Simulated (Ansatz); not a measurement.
# Mn3O4: single-point calculation (part 2 of 2)

The same run, continued: Mn3O4 (I4₁/amd, 14 atoms in the cell); DFT r2SCAN, scalar-relativistic, plane waves, PAW, spin-polarised (Ansatz 0.2.0); cutoff 500 eV, 8×8×8 k-mesh, Gaussian smearing of 0.05 eV, collinear spins. The structure derives from an entry of the Crystallography Open Database.

Geometry of the input (Å; fractional positions):
```
-2.8923  2.8923  4.7272
2.8923  -2.8923  4.7272
2.8923  2.8923  -4.7272
Mn 0.0000  0.0000  0.0000
Mn 0.7500  0.2500  0.5000
Mn 0.8750  0.6250  0.2500
Mn 0.3750  0.6250  0.2500
Mn 0.3750  0.6250  0.7500
Mn 0.3750  0.1250  0.7500
O  0.6042  0.3814  0.2227
O  0.1314  0.4087  0.2773
O  0.1587  0.3814  0.7773
O  0.1314  0.8542  0.7227
O  0.1458  0.8686  0.2773
O  0.6186  0.3958  0.7773
O  0.5913  0.8686  0.7227
O  0.6186  0.8413  0.2227
```

### Output, continued
```
--- Forces (eV/Å), atoms counted from 1 ---
  atom   1  Mn     0.00000000    -0.01986043    -0.01601169
  atom   2  Mn    -0.00000000     0.01986043     0.01601169
  atom   3  Mn     0.00000000     0.00000000     0.00000000
  atom   4  Mn    -0.00000000     0.00000000    -0.00000000
  atom   5  Mn     0.00000000     0.00000000    -0.00000000
  atom   6  Mn     0.00000000     0.00000000     0.00000000
  atom   7  O     -0.00000000    -0.27976882     0.00324949
  atom   8  O      0.12189552     0.12196533     0.00260497
  atom   9  O      0.00000000     0.09800440     0.00787429
  atom  10  O     -0.12189552     0.12196533     0.00260497
  atom  11  O      0.00000000     0.27976882    -0.00324949
  atom  12  O      0.12189552    -0.12196533    -0.00260497
  atom  13  O     -0.00000000    -0.09800440    -0.00787429
  atom  14  O     -0.12189552    -0.12196533    -0.00260497
  max |Σ_I F_I| component: 2.78e-17 eV/Å
--- Stress (GPa, compression-positive) ---
       -3.976843      -0.000000       0.000000
       -0.000000      -3.868759      -0.123339
        0.000000      -0.123368      -1.500719
  P = ⅓ Tr σ = -3.1154 GPa (-31.154 kbar)
--- Band table (eV; the first three rows and the last of 300) ---
  k-point 0 ↑: bands = ["-74.9042", "-73.8494", "-73.8492", "-69.6845", "-69.6751", "-69.6248", "-42.3968", "-42.3659", "-42.3326", "-41.3595", "-41.3582", "-41.3568", "-41.3554", "-41.3261", "-41.3241", "-37.5959", "-37.5145", "-37.5060", "-37.4654", "-37.4620", "-37.4498", "-36.4693", "-36.4556", "-36.4058", "-10.3064", "-9.4449", "-9.2186", "-9.0917", "-9.0905", "-9.0629", "-8.9850", "-8.9735", "2.7870", "3.4778", "3.6081", "3.6399", "4.0139", "4.4446", "4.4554", "4.7698", "4.9549", "5.1796", "5.2173", "5.3382", "5.4060", "5.4878", "5.9236", "5.9277", "6.0570", "6.0693", "6.3686", "7.0720", "7.1546", "7.2278", "7.2965", "7.3131", "7.5419", "7.7281", "7.8023", "8.4262", "8.4535", "8.7489", "8.7576", "9.1145", "9.2860", "9.4528", "9.9686", "9.9845", "10.1671", "10.1740", "11.8985", "12.1602", "12.3524", "12.4387", "12.8730", "12.9239", "13.1071", "13.1934", "13.2176", "13.2255", "13.3595", "14.0995", "14.1375", "14.2899", "14.3545", "14.4527", "14.5190", "17.7650", "17.8627", "17.8773", "18.1508", "18.2556", "18.3733", "18.4657", "21.2388", "21.8248", "22.5900", "23.1756"]
  k-point 1 ↑: bands = ["-74.9042", "-73.8494", "-73.8492", "-69.6841", "-69.6754", "-69.6249", "-42.3968", "-42.3659", "-42.3326", "-41.3595", "-41.3583", "-41.3568", "-41.3555", "-41.3260", "-41.3241", "-37.5914", "-37.5133", "-37.5077", "-37.4666", "-37.4622", "-37.4526", "-36.4686", "-36.4560", "-36.4061", "-10.2557", "-9.4328", "-9.2456", "-9.1282", "-9.0949", "-9.0528", "-8.9998", "-8.9812", "2.8905", "3.5643", "3.6913", "3.7344", "4.0428", "4.3769", "4.4812", "4.7532", "4.9661", "5.1663", "5.2202", "5.3420", "5.3710", "5.4494", "5.8756", "5.9415", "5.9490", "6.0831", "6.5337", "6.8599", "6.9715", "7.0595", "7.0894", "7.2732", "7.6421", "7.7860", "7.9676", "8.4568", "8.4851", "8.6914", "8.7947", "9.1467", "9.3319", "9.4798", "9.9055", "9.9838", "10.0183", "10.0946", "11.8869", "12.2591", "12.3159", "12.5113", "12.8713", "12.9574", "13.1750", "13.1805", "13.1965", "13.2627", "13.3508", "14.0570", "14.1432", "14.2695", "14.3412", "14.3813", "14.5280", "17.6753", "17.8807", "18.0027", "18.0658", "18.5124", "18.6769", "18.9361", "21.2812", "21.8207", "22.5532", "23.0723"]
  k-point 2 ↑: bands = ["-74.9042", "-73.8494", "-73.8492", "-69.6831", "-69.6764", "-69.6249", "-42.3966", "-42.3659", "-42.3325", "-41.3594", "-41.3584", "-41.3566", "-41.3557", "-41.3258", "-41.3243", "-37.5788", "-37.5132", "-37.5097", "-37.4724", "-37.4626", "-37.4576", "-36.4669", "-36.4571", "-36.4068", "-10.1134", "-9.4002", "-9.3279", "-9.1813", "-9.1295", "-9.0633", "-9.0277", "-8.9887", "3.1610", "3.7817", "3.9197", "4.0078", "4.0696", "4.2601", "4.5653", "4.6304", "4.9564", "5.0184", "5.2198", "5.3335", "5.3601", "5.5575", "5.7606", "5.8710", "5.9941", "6.1154", "6.3206", "6.4783", "6.6080", "6.7535", "7.0669", "7.2698", "7.7012", "7.8331", "8.1461", "8.5034", "8.5495", "8.6854", "8.8664", "9.2176", "9.3573", "9.4987", "9.6434", "9.7571", "9.9221", "10.0605", "11.7679", "12.2980", "12.4748", "12.6748", "12.8635", "13.0341", "13.1189", "13.1284", "13.1696", "13.2814", "13.3650", "13.8548", "14.1070", "14.1430", "14.1604", "14.2197", "15.1396", "17.5148", "18.0517", "18.0911", "18.4363", "19.0298", "19.4252", "19.7771", "21.4216", "21.8373", "22.3930", "22.6623"]
  k-point 149 ↓: bands = ["-74.8775", "-74.8702", "-74.8001", "-69.4951", "-67.6127", "-67.6127", "-42.3729", "-42.3523", "-42.3441", "-42.3420", "-42.3292", "-42.2774", "-42.2715", "-42.2626", "-42.2562", "-37.2986", "-37.2811", "-36.3783", "-35.1681", "-35.1657", "-35.1553", "-35.1528", "-35.1291", "-35.1290", "-9.8951", "-9.8787", "-9.1588", "-9.1427", "-9.0483", "-9.0419", "-9.0150", "-9.0075", "3.1008", "3.4509", "3.6922", "3.9839", "3.9962", "4.2185", "4.6897", "4.8782", "4.9466", "5.0909", "5.2137", "5.2322", "5.2787", "5.4489", "5.5880", "5.7423", "5.7831", "5.8709", "6.0261", "6.0720", "6.8382", "7.1050", "7.4210", "7.4584", "7.4852", "7.5033", "7.6255", "7.7382", "7.7863", "8.2527", "8.3405", "8.7205", "8.8260", "9.2954", "9.3001", "9.5674", "11.8390", "12.0573", "12.2281", "12.8589", "12.9051", "12.9483", "13.2904", "13.9596", "14.1702", "14.2420", "14.2424", "14.3054", "14.3496", "14.3540", "14.6581", "14.6786", "15.1428", "15.3348", "16.5366", "16.6595", "19.1726", "19.1732", "19.9477", "20.1725", "21.1370", "21.2504", "21.3912", "21.7637", "22.1560", "22.4641"]
--- Löwdin populations: 14 sites ---
  site symbol       q [e]    m [muB]
     0     Mn     13.6874     4.5399
     1     Mn     13.6874     4.5399
     2     Mn     13.5977     3.8031
     3     Mn     13.6101    -3.6743
     4     Mn     13.6205    -3.6561
     5     Mn     13.6101    -3.6743
     6      O      6.9355     0.0725
     7      O      6.9386    -0.0016
     8      O      6.9375    -0.0389
     9      O      6.9386    -0.0016
    10      O      6.9355     0.0725
    11      O      6.9386    -0.0016
    12      O      6.9375    -0.0389
    13      O      6.9386    -0.0016
  spilling = 0.004973 (of n_electrons = 138.000000)
```

### File populations.tsv
```
# site	symbol	l	j	q_up	q_dn
# orbitals = lowdin
# n_electrons = 138.000000
# spilling = 0.004973
0	Mn	0_3S	-	0.999732	0.999768
0	Mn	0_4S	-	0.212475	0.181524
0	Mn	1_3P	-	2.998569	2.997589
0	Mn	2_3D	-	4.902858	0.394861
1	Mn	0_3S	-	0.999732	0.999768
1	Mn	0_4S	-	0.212475	0.181524
1	Mn	1_3P	-	2.998569	2.997589
1	Mn	2_3D	-	4.902858	0.394861
2	Mn	0_3S	-	0.999458	0.999548
2	Mn	0_4S	-	0.228836	0.198638
2	Mn	1_3P	-	2.998346	2.998420
2	Mn	2_3D	-	4.473758	0.700709
3	Mn	0_3S	-	0.999536	0.999452
3	Mn	0_4S	-	0.195830	0.234396
3	Mn	1_3P	-	2.998487	2.998265
3	Mn	2_3D	-	0.774022	4.410106
4	Mn	0_3S	-	0.999539	0.999456
4	Mn	0_4S	-	0.195973	0.229185
4	Mn	1_3P	-	2.998538	2.998272
4	Mn	2_3D	-	0.788143	4.411390
5	Mn	0_3S	-	0.999536	0.999452
5	Mn	0_4S	-	0.195830	0.234396
5	Mn	1_3P	-	2.998487	2.998265
5	Mn	2_3D	-	0.774022	4.410106
6	O	0_2S	-	0.917683	0.902267
6	O	1_2P	-	2.586295	2.529240
7	O	0_2S	-	0.913802	0.909937
7	O	1_2P	-	2.554738	2.560171
8	O	0_2S	-	0.909972	0.912651
8	O	1_2P	-	2.539312	2.575561
9	O	0_2S	-	0.913802	0.909937
9	O	1_2P	-	2.554738	2.560171
10	O	0_2S	-	0.917683	0.902267
10	O	1_2P	-	2.586295	2.529240
11	O	0_2S	-	0.913802	0.909937
11	O	1_2P	-	2.554738	2.560171
12	O	0_2S	-	0.909972	0.912651
12	O	1_2P	-	2.539312	2.575561
13	O	0_2S	-	0.913802	0.909937
13	O	1_2P	-	2.554738	2.560171
```

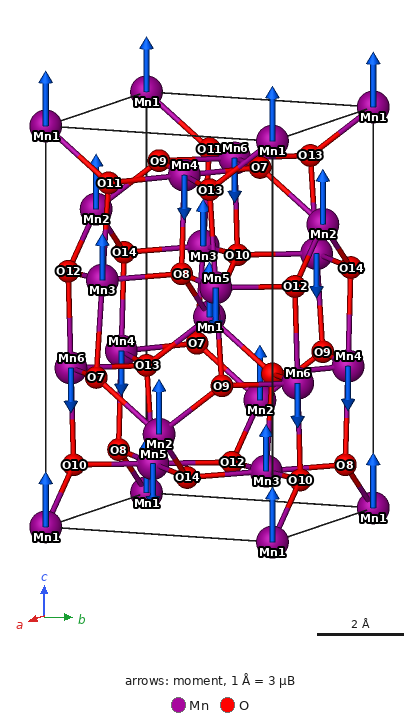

Magnetic moments of the sites as blue arrows (ball-and-stick view of the cell 2 times as large as that of the calculation, set on its symmetry axes, seen slightly off an axis; atoms are numbered from 1 in the order of the input); small moments hardly show. The run is collinear, so the axis drawn is arbitrary. Site moments: Mn1, Mn2 (3.93 μB); Mn3 (3.34 μB); Mn4, Mn6 (−3.23 μB); Mn5 (−3.21 μB); O7, O11 (0.06 μB). They are counted near the atoms and needn't add up to the moment of the cell.

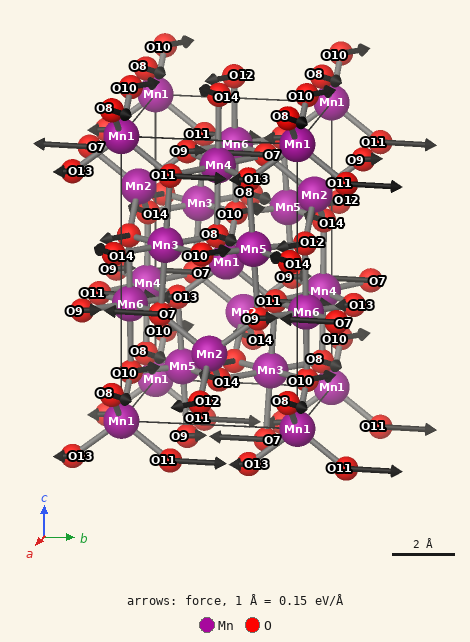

Forces on the atoms as black arrows (ball-and-stick view of the cell 2 times as large as that of the calculation, set on its symmetry axes, seen slightly off an axis; bonded neighbours outside the cell are drawn too; atoms are numbered from 1 in the order of the input). The largest act on O7, O11 (0.28 eV/Å); O8, O10, O12, O14 (0.17 eV/Å); O9, O13 (0.10 eV/Å). The geometry is not a stationary point of this energy.

### Summary

- outcome: converged
- space group (tolerance 0.01 Å): I4₁/amd (141)
- electrons treated: 138
- free energy: −27980.9460 eV
- Fermi energy: 10.737 eV
- gap on the k-point mesh: 0.86 eV
- net moment of the cell: 2.00 μB
- integrated absolute moment: 25.01 μB
- pressure: −3.12 GPa
- largest force (length of the vector): 0.280 eV/Å
- wall time: 6.1 min (CPU time 22 min)
- peak memory: 3.9 GiB

The program warns: the state was not tested for a lower one. Semilocal DFT without U tends to delocalise the d electrons of such compounds and to underestimate the gap.
